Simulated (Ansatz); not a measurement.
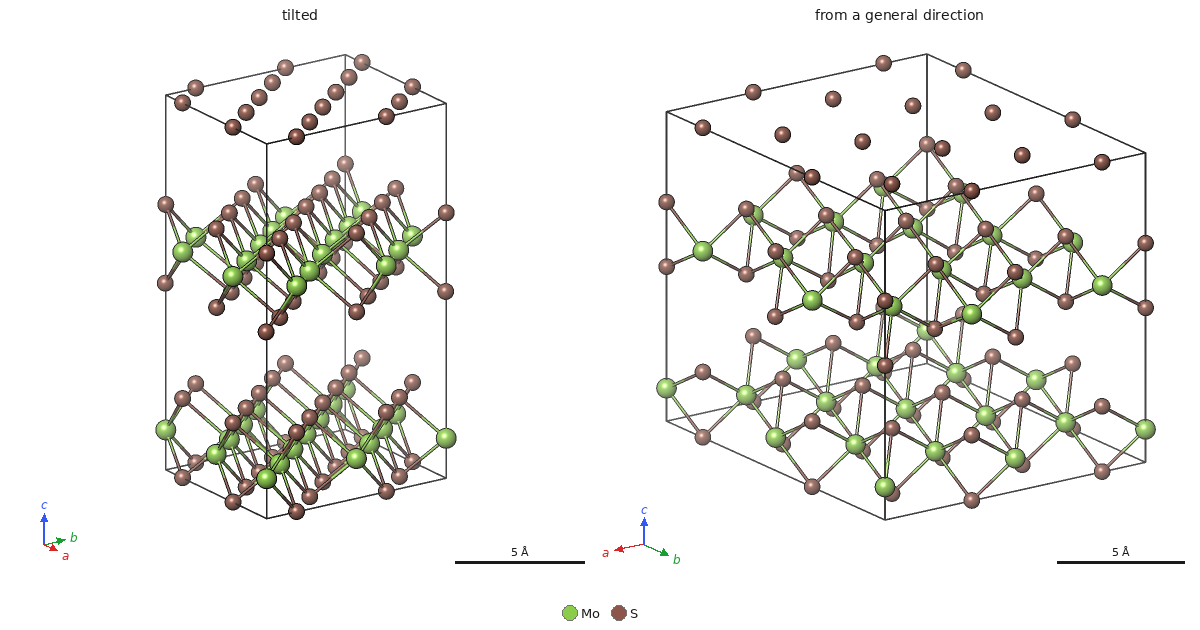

Shown here is a ball-and-stick view of the crystal, taken slightly off an axis and from a general direction. The parallelepiped is the supercell. The host is MoS₂, in a cell of 72 sites, and the cell is neutral.

**What defect is present?**

A sulfur vacancy. Around the empty site lie three Mo at about 2.4 Å.

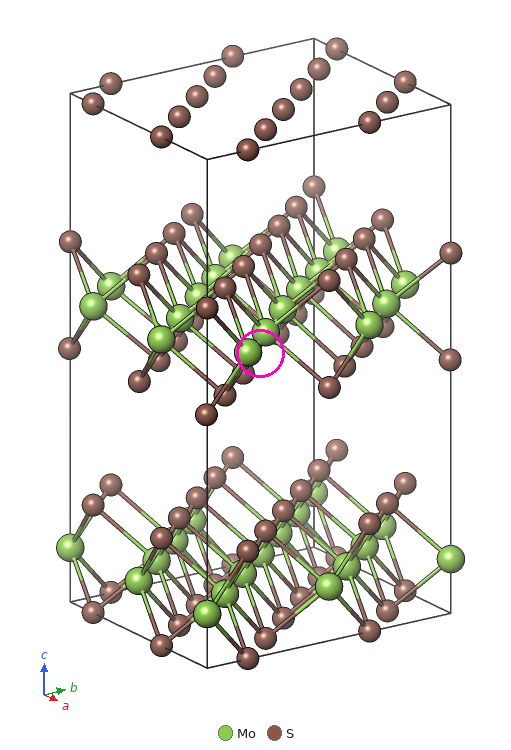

The same cell with a ring at the defect's site.

The atoms were relaxed in the host's cell with Ansatz, DFT PBE, scalar-relativistic, plane waves, PAW.
